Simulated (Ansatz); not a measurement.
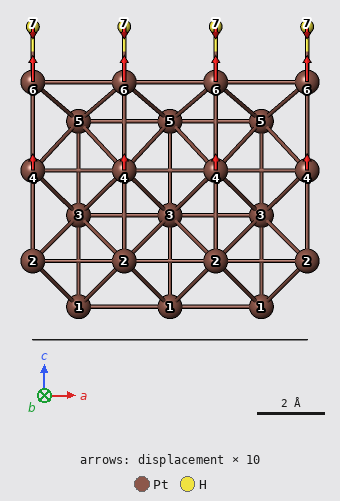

A constrained relaxation of a slab of composition HPt6. The starting structure is drawn; red arrows show the displacements, magnified 10 times.

The picture is a ball-and-stick view of the 3 × 2 repeat of the cell, outlined in the plane, without the vacuum, seen along the b axis.

3 atoms are held fixed.

All numbers below come from DFT PBEsol, scalar-relativistic, plane waves, PAW; settings changed (Ansatz 0.2.0).

Input
```yaml
crystal:
  lattice:
    - [2.7704872841, 0.0, 0.0]
    - [0.0, 3.9180606916, 0.0]
    - [0.0, 0.0, 25.9262182103]
  atoms:
    - { symbol: Pt, position: [0.5, 0.5, 0.3278534467] }
    - { symbol: Pt, position: [0.0, 0.0, 0.3812836705] }
    - { symbol: Pt, position: [0.5, 0.5, 0.4347138944] }
    - { symbol: Pt, position: [0.0, 0.0, 0.4870824476] }
    - { symbol: Pt, position: [0.5, 0.5, 0.5445585036] }
    - { symbol: Pt, position: [0.0, 0.0, 0.5903142668] }
    - { symbol: H, position: [0.0, 0.0, 0.6551135362] }
basis:
  ecutwfc: 420
kpoints:
  mp_grid: { grid: [10, 7, 1] }
hamiltonian:
  xc: pbesol
scf:
  occupations: { method: gaussian, width: 0.1 }
  lower_state_search: standard
output:
  forces: true
  eigenvalues: true
relax:
  adjacent_minimum: "off"
  f_tol: 0.03
  max_steps: 70
  constraints: [{ sites: [0, 1, 2] }]
efield:
  axis: 3
  dipole_correction: true
  ramp_width: 0.04
```

Launched with:
```bash
ansatz run input.yaml --threads 2 --pin off --max-ram 5120MiB --backend cpu --events-out ev --progress --plain --runs-dir out
```

**Atoms of which element are displaced furthest, and by how much?**

Platinum: up to 0.083 Å, against 0.039 Å for hydrogen.

**What happened in the run?**

The energy falls by 0.137 eV per cell of the calculation in 3 geometry steps. The largest force component goes from 2 to 0.0085 eV/Å. The atom that moves furthest is Pt6 (0.083 Å along the normal (+c)). By element the largest moves are Pt 0.083 Å, H 0.039 Å. The cell doesn't change. Among the contacts that change: Pt6–H7 1.680 → 1.557 Å, Pt2–Pt4 2.743 → 2.796 Å, Pt4–Pt6 2.676 → 2.707 Å, Pt3–Pt4 2.757 → 2.783 Å. Cost: 93 s on 2 threads of Arm Neoverse V2, with other jobs on the host, peak memory 0.68 GiB.
